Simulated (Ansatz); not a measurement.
```xyz
2
Lattice="2.5074 0.0000 0.0000 -1.2537 2.1715 0.0000 0.0000 0.0000 4.0699" Properties=species:S:1:pos:R:3 pbc="T T T"
Co    0.0000    1.4477    1.0175
Co    1.2537    0.7238    3.0524
```

Space group P6₃/mmc; computed pressure about −4 GPa in this cell; spin-polarised.

Level of theory: Ansatz 0.2.0, DFT, PBE, PAW with Ansatz's default frozen-core files, scalar-relativistic.

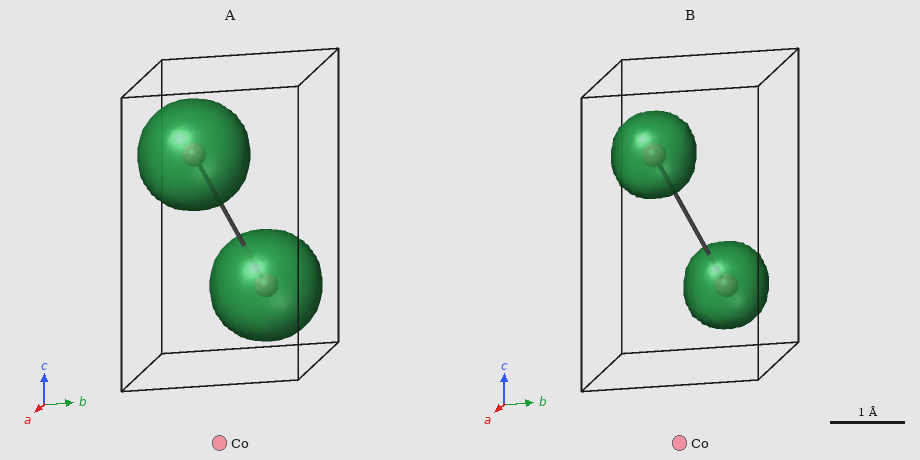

Co. Spin density of two self-consistent states of the same cell, at +0.15 (green) and −0.15 e/Å³ (red).

The density is the valence pseudo-density of a PAW calculation; it isn't the true density close to the nuclei.

**Which magnetic state is the more stable, and how do they differ?**

State A: parallel main moments (a ferromagnetic arrangement) in this solution; Co: +1.7 μB (×2) in one cell of 2 atoms. State B: parallel main moments (a ferromagnetic arrangement) in this solution; Co: +0.6 μB (×2) in one cell of 2 atoms. State A lies lower by 235 meV per atom.
